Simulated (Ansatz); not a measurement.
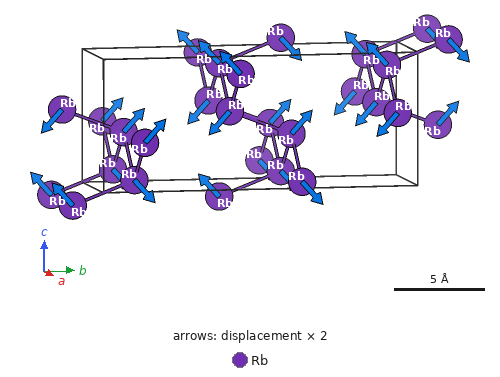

A relaxation of crystalline Rb (built on the black phosphorus_64 type) (coarse preliminary run). The starting structure is drawn; blue arrows show the displacements (the part carried along by the change of the cell is left out), 2 times their true length.

A ball-and-stick model of the conventional cell (2 times the calculation's cell), seen slightly off an axis. Lengths and directions refer to the drawn axes.

Case: black phosphorus type (Cmce, No. 64).

Method: Ansatz, DFT PBEsol, scalar-relativistic, plane waves, PAW. Set-up: plane-wave cutoff 420 eV; k-point mesh 4 × 4 × 4; occupations gaussian; smearing width 0.1 eV; no spin polarisation; cell and atoms relaxed; force threshold 0.04 eV/Å; at most 70 steps.

What happened in the run?

The energy falls by 1.211 eV per cell of the calculation in 5 accepted moves (6 points after the start). Largest force component: 0.5 eV/Å at the start, 0.0082 eV/Å at the end. Pressure: 0.65 GPa at the start and 0.03 GPa at the end. The SCF was repeated once at an unchanged geometry on a basis and grid sized afresh for the cell, which shifted the energy by less than 0.05 meV per cell of the calculation at most. The largest moves relative to the cell, 0.90 Å, are those of Rb atoms. The volume changes by −6.1 %, with a 5.645 → 5.525 Å (−2.1 %), b 17.908 → 17.079 Å (−4.6 %), c 7.470 → 7.512 Å (+0.6 %). Among the contacts that change: Rb–Rb 6.278 → 4.840 Å, Rb–Rb 5.811 → 4.678 Å, Rb–Rb 3.699 → 4.647 Å, Rb–Rb 3.759 → 4.565 Å. New bonds form: Rb–Rb (5.81 → 4.68 Å), Rb–Rb (6.28 → 4.84 Å). Among the angles between lasting bonds that change: Rb–Rb–Rb 99.5° → 73.0°, Rb–Rb–Rb 103.4° → 90.2°. The space group stays Cmce (No. 64). The run took about 70 core-seconds on a shared host.
